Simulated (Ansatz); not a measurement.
WSe$_{2}$: field-gradient calculation (part 1 of 2)

WSe$_{2}$ (P6₃/mmc, 6 atoms in the cell), computed with DFT, PBE, PAW with Ansatz's default frozen-core files, scalar-relativistic, no spin polarisation (Ansatz 0.2.0).

The structure derives from an entry of the Crystallography Open Database. It belongs to a series of runs on one base structure; here: zz strain of +2 %, PAW files. Figures and captions count atoms from 1; the log counts them from 0 in places.

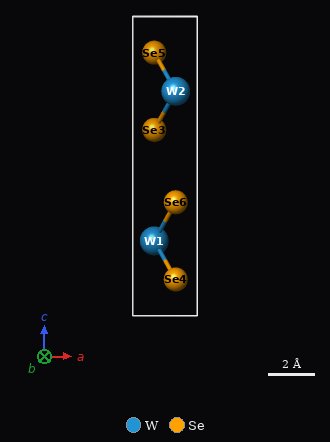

The structure as given in the input (ball-and-stick view of the cell of the calculation, along the b axis; atoms are numbered from 1 in the order of the input). Near neighbours in the crystal (not all of them lie inside the picture): W has 6 Se at 2.55 Å; Se has 3 W at 2.55 Å.

**The input**
```yaml
crystal:
  lattice:
    - [3.2899984505, 0.0, 0.0]
    - [-1.6449992252, 2.8492222365, 0.0]
    - [0.0, 0.0, 13.2294]
  atoms:
    - { symbol: W, position: [0.3333333333, 0.6666666667, 0.25] }
    - { symbol: W, position: [0.6666666667, 0.3333333333, 0.75] }
    - { symbol: Se, position: [0.3333333333, 0.6666666667, 0.621] }
    - { symbol: Se, position: [0.6666666667, 0.3333333333, 0.121] }
    - { symbol: Se, position: [0.3333333333, 0.6666666667, 0.879] }
    - { symbol: Se, position: [0.6666666667, 0.3333333333, 0.379] }
kpoints:
  mp_grid: { grid: [11, 11, 3] }
scf:
  occupations: { method: fermi_dirac, width: 0.08 }
hamiltonian:
  xc: pbe
  pseudopotentials: { kind: paw }
output:
  forces: true
  stress: true
  eigenvalues: true
  efg: { contact_densities: true }
  write_density: true
  write_potential: true
  elf: true
  volumetric_format: npy
```

Launched with:
```bash
ansatz run input.yaml --threads 2 --pin off --max-ram 6144MiB --backend cpu --events-out ev --progress --plain --runs-dir out
```

**Log**
```
W: output.efg is read without spin–orbit coupling, which moves field gradients at and beside such atoms by some per cent and up to a factor of two; PAW files take it under magnetization.noncollinear and magnetization.spin_orbit
Engine: ansatz 0.2.0, aarch64-unknown-linux-gnu
Pseudopotentials: kind: paw
Pseudopotential: W, paw, valence charge 14, recommended cutoff 420 eV (normal), W.paw.azcp
Pseudopotential: Se, paw, valence charge 16, recommended cutoff 420 eV (normal), Se.paw.azcp
Functional definition: PBE
  parameter kappa = 0.804
  parameter beta = 0.06672455060314922
  exchange = pbe_x(kappa = kappa, mu = beta*pi^2/3)
  correlation = pbe_c(beta = beta)
Crystal: 6 atoms, lattice volume = 124.012 Å³
Basis set: ecut = 420 eV, 2457 PW (Γ), exchange–correlation on 48×48×180 points (8 copies of the dense FFT grid, shifted against one another)
Bands: 56, of which v1, the nominal top of the filled ones, is band 46 counted from 1 (45 counted from 0)
Symmetry: 24 space group operations
Space group: P63/mmc (ITA 194), of the structure as read, at distance tolerance 5.0e-5 Å
k-points: 32 of 363
Non-local potential: W, projectors of the file, l = 0: 3, l = 1: 2, l = 2: 2, l = 3: 1
Non-local potential: Se, projectors of the file, l = 0: 2, l = 1: 2, l = 2: 3, l = 3: 1
PAW form: soft (Blöchl's): semilocal exchange-correlation on the pseudo side does not see the compensation charge
PAW one-centre angular grid: W, 590 points (default); XC on 64 Gauss nodes
PAW one-centre angular grid: Se, 590 points (default); XC on 64 Gauss nodes
Initial density: superposition of atomic densities (neutral atoms: chi_scale 0, normalization atom), corrected by the library's trained network
Initial wavefunctions: pseudopotential atomic-orbital guess
Functional: x = pbe(κ = 0.804, μ = 0.2195149727645171), c = pbe(β = 0.06672455060314922)
SCF iter   1: F=—  HF=-42649.220665 eV  |F-HF|=—  |Δ(HF+E_count)|=         —  Δρ=4.32e-3  dr2=5.63e-3  ethr=1.77e-3  ⟨swp⟩=6.0  Hψ=6543  notcnv=0
preconditioner: auto → Resta (q_TF=auto, 2.596 Å⁻¹)  ε∞=6.1  [insulator: Δε(μ)=1.011 eV  Ē_g=8.849 eV  σ=0.080 eV  W_gap=1.00  n_scr=40 (ndim 8)  ℏωp=20.0 eV  f_vac=0.049  D(μ)=0.00/eV (n_scr^D=0)  ε∞_Penn≈6.1]
SCF iter   2: F=—  HF=-42649.229550 eV  |F-HF|=—  |Δ(HF+E_count)|=   8.89e-3  Δρ=2.51e-3  dr2=1.97e-3  ethr=6.12e-6  ⟨swp⟩=2.0  Hψ=3092  notcnv=0
SCF iter   3: F=—  HF=-42649.233999 eV  |F-HF|=—  |Δ(HF+E_count)|=   4.45e-3  Δρ=5.21e-4  dr2=7.97e-4  ethr=2.14e-6  ⟨swp⟩=2.0  Hψ=2328  notcnv=0
SCF iter   4: F=—  HF=-42649.233923 eV  |F-HF|=—  |Δ(HF+E_count)|=   7.57e-5  Δρ=1.00e-4  dr2=8.60e-6  ethr=8.66e-7  ⟨swp⟩=2.7  Hψ=2946  notcnv=0
SCF iter   5: F=—  HF=-42649.233890 eV  |F-HF|=—  |Δ(HF+E_count)|=   3.33e-5  Δρ=3.75e-5  dr2=1.39e-6  ethr=9.35e-9  ⟨swp⟩=2.1  Hψ=2561  notcnv=0
SCF iter   6: F=—  HF=-42649.233893 eV  |F-HF|=—  |Δ(HF+E_count)|=   2.74e-6  Δρ=7.92e-6  dr2=2.46e-7  ethr=1.51e-9  ⟨swp⟩=2.0  Hψ=2333  notcnv=0
SCF iter   7: F=-42649.233893 eV  HF=-42649.233893 eV  |F-HF|=3.85e-8  |Δ(HF+E_count)|=   6.06e-8  Δρ=3.13e-6  dr2=2.70e-8  ethr=1.09e-10  ⟨swp⟩=12.2  Hψ=11727  notcnv=0
SCF 1 converged in 7 iterations: F = -42649.233893 eV  dr2 = 2.70e-8
  greatest PAW one-centre occupation: 1.000 electrons in one spin orbital (limit 2), on the Se atom at site 5 (counted from 0), in its partial waves of l = 2
```

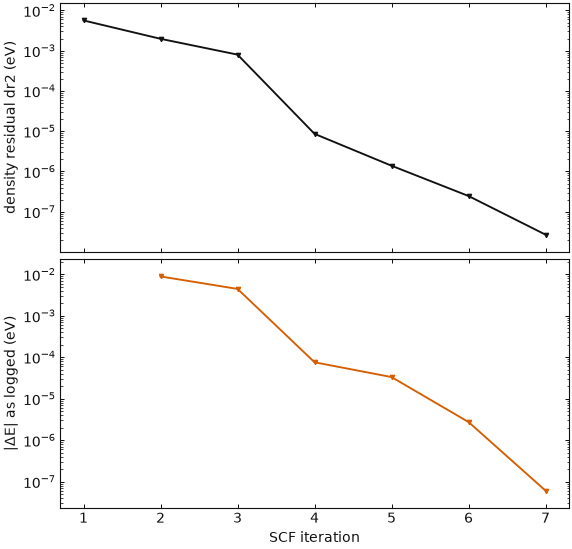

Convergence of the self-consistent field: density residual dr2 and size of the energy change against the SCF iteration. The residual falls at every step.

```
SCF converged after 7 iterations
Free energy (F): -42649.233893 eV
Harris-Foulkes:  -42649.233893 eV  (|F-HF|=3.85e-8)
Internal energy: -42649.233796 eV  (E = F + TS)
E sigma→0 (E₀):  -42649.233844 eV
Entropy (-TS):   -0.000097 eV (-0.016 meV/atom)
Fermi energy:    12.962326 eV
--- Per-component energies (eV) ---
  E_band       = -1712.523584
  E_kinetic    = 1376.005290
  E_local      = -11564.719156  (includes V_loc(G=0)·N_el)
  E_nonlocal   = -2379.635027
  E_hartree    = 5552.053002
  E_xc         = -951.875429
  E_vxc        = -872.012150  (∫ρ·V_xc dr)
  E_paw        = -24771.223210  (= ΣΔE_a)
  E_vpaw       = 623.734424  (= ΣTr[D̂ρ^β])
  E_aug_tail   = -0.002519  (compensation charges beyond the density's cutoff)
  E_ewald      = -9909.836747
  E_smearing   = -0.000097  (= −TS)
  E_closure    = 0.000000  (closes the sum)
  Σ components = -42649.233893   (vs F -42649.233893, Δ=0.00e0)
--- Forces (eV/Å), atoms counted from 1 ---
  atom   1  W     -0.00000000    -0.00000000    -0.00000000
  atom   2  W      0.00000000     0.00000000     0.00000000
  atom   3  Se    -0.00000000    -0.00000000     0.36928855
  atom   4  Se     0.00000000     0.00000000     0.36928855
  atom   5  Se    -0.00000000    -0.00000000    -0.36928855
  atom   6  Se     0.00000000     0.00000000    -0.36928855
  max |Σ_I F_I| component: 1.16e-17 eV/Å
--- Stress (GPa, compression-positive) ---
        1.442704       0.000000      -0.000000
        0.000000       1.442704      -0.000000
       -0.000000      -0.000000      -1.037367
  P = ⅓ Tr σ = 0.6160 GPa (6.160 kbar)
--- PAW observables at the nuclei: V_zz in 10²¹ V/m², potentials from the cell's mean, atoms counted from 1 ---
  atom   1  W  V_zz =   -15.001513   η = 0.0000   by run symmetry: allowed
            electrostatic potential = -14806.607449 V   contact ρ = 8821964.778080 e/Å³
  atom   2  W  V_zz =   -15.001513   η = 0.0000   by run symmetry: allowed
            electrostatic potential = -14806.607449 V   contact ρ = 8821964.778080 e/Å³
  atom   3  Se V_zz =    -6.464900   η = 0.0000   by run symmetry: allowed
            electrostatic potential = -4715.323629 V   contact ρ = 262887.265635 e/Å³
  atom   4  Se V_zz =    -6.464900   η = 0.0000   by run symmetry: allowed
            electrostatic potential = -4715.323629 V   contact ρ = 262887.265635 e/Å³
  atom   5  Se V_zz =    -6.464900   η = 0.0000   by run symmetry: allowed
            electrostatic potential = -4715.323629 V   contact ρ = 262887.265635 e/Å³
  atom   6  Se V_zz =    -6.464900   η = 0.0000   by run symmetry: allowed
            electrostatic potential = -4715.323629 V   contact ρ = 262887.265635 e/Å³
--- Band table (eV; the first three rows and the last of 32) ---
  k-point 0: bands = ["-61.6697", "-61.6697", "-35.2276", "-35.2276", "-35.2276", "-35.2276", "-35.2272", "-35.2272", "-35.2271", "-35.2271", "-35.2012", "-35.2012", "-35.2009", "-35.2009", "-35.2002", "-35.2002", "-35.2000", "-35.2000", "-35.1906", "-35.1903", "-35.1889", "-35.1886", "-25.9468", "-25.9467", "-25.8072", "-25.8072", "-25.8072", "-25.8072", "-2.5443", "-2.3152", "-1.4581", "-1.0863", "5.5829", "6.5910", "8.9752", "10.1130", "10.1130", "10.1282", "10.1282", "11.1938", "11.1938", "11.2415", "11.2415", "11.3476", "11.4266", "12.4699", "15.2353", "15.2353", "15.2748", "15.2748", "15.2846", "15.2846", "15.4538", "15.4538", "17.0395", "17.8002"]
  k-point 1: bands = ["-61.6697", "-61.6697", "-35.2276", "-35.2276", "-35.2276", "-35.2276", "-35.2272", "-35.2272", "-35.2271", "-35.2271", "-35.2011", "-35.2011", "-35.2010", "-35.2010", "-35.2002", "-35.2002", "-35.2001", "-35.2001", "-35.1905", "-35.1904", "-35.1888", "-35.1887", "-25.9467", "-25.9467", "-25.8072", "-25.8072", "-25.8072", "-25.8072", "-2.4980", "-2.3865", "-1.3525", "-1.1697", "5.7819", "6.2647", "9.4703", "10.1167", "10.1167", "10.1243", "10.1243", "10.4437", "11.2057", "11.2057", "11.2295", "11.2295", "12.0464", "12.3766", "15.2349", "15.2349", "15.2433", "15.2433", "15.3483", "15.3483", "15.4215", "15.4215", "17.2460", "17.6277"]
  k-point 2: bands = ["-61.6689", "-61.6689", "-35.2276", "-35.2275", "-35.2273", "-35.2272", "-35.2272", "-35.2272", "-35.2268", "-35.2268", "-35.2012", "-35.2012", "-35.2010", "-35.2010", "-35.2004", "-35.2003", "-35.2002", "-35.2000", "-35.1904", "-35.1902", "-35.1887", "-35.1885", "-25.9430", "-25.9430", "-25.8256", "-25.8256", "-25.8115", "-25.8115", "-2.4208", "-2.1927", "-1.3871", "-1.0260", "5.7448", "6.7517", "8.8779", "9.7299", "9.7576", "10.2281", "10.2510", "10.5514", "10.9808", "11.0357", "11.1292", "11.4624", "11.6334", "12.2995", "14.8443", "14.9967", "15.0452", "15.0613", "15.1060", "15.3144", "15.4138", "15.5112", "17.7316", "18.3914"]
  k-point 31: bands = ["-61.6584", "-61.6584", "-35.2261", "-35.2261", "-35.2252", "-35.2252", "-35.2243", "-35.2243", "-35.2242", "-35.2242", "-35.2029", "-35.2027", "-35.2022", "-35.2022", "-35.2013", "-35.2012", "-35.2012", "-35.2011", "-35.1883", "-35.1883", "-35.1863", "-35.1863", "-25.9895", "-25.9895", "-25.9395", "-25.9395", "-25.8947", "-25.8947", "-0.1822", "-0.1649", "-0.0923", "-0.0758", "6.8530", "6.9007", "6.9833", "7.0584", "8.1377", "8.1525", "8.4541", "8.5274", "9.0573", "9.1434", "9.8605", "9.9792", "12.1570", "12.2723", "14.1373", "14.1502", "14.7407", "15.2383", "15.5630", "15.6593", "16.7929", "17.0265", "18.1501", "18.3474"]
```

**File rho_z.tsv**
```
# z_ang	rho[e/angstrom^3]
# format = ansatz-planar-average/11
# lattice	3.289998450	-0.000000000	0.000000000
# lattice	-1.644999225	2.849222237	0.000000000
# lattice	0.000000000	0.000000000	13.229400000
# sites	6
# site	74	0.000000000	1.899481491	3.307350000
# site	74	1.644999225	0.949740745	9.922050000
# site	34	0.000000000	1.899481491	8.215457400
# site	34	1.644999225	0.949740745	1.600757400
# site	34	0.000000000	1.899481491	11.628642600
# site	34	1.644999225	0.949740745	5.013942600
0.000000	4.564137e-2
0.146993	4.999281e-2
0.293987	6.401990e-2
0.440980	8.933513e-2
0.587973	1.291839e-1
0.734967	1.852485e-1
0.881960	2.672169e-1
1.028953	4.166714e-1
1.175947	7.158936e-1
1.322940	1.239770e0
1.469933	1.845620e0
1.616927	2.095891e0
1.763920	1.761475e0
1.910913	1.172556e0
2.057907	7.299524e-1
2.204900	5.134649e-1
2.351893	4.433754e-1
2.498887	4.679064e-1
2.645880	5.755555e-1
2.792873	7.528370e-1
2.939867	9.429726e-1
3.086860	1.076739e0
3.233853	1.133495e0
3.380847	1.133495e0
3.527840	1.076739e0
3.674833	9.429726e-1
3.821827	7.528370e-1
3.968820	5.755555e-1
4.115813	4.679064e-1
4.262807	4.433754e-1
4.409800	5.134649e-1
4.556793	7.299524e-1
4.703787	1.172556e0
4.850780	1.761475e0
4.997773	2.095891e0
5.144767	1.845620e0
5.291760	1.239770e0
5.438753	7.158936e-1
5.585747	4.166714e-1
5.732740	2.672169e-1
5.879733	1.852485e-1
6.026727	1.291839e-1
```
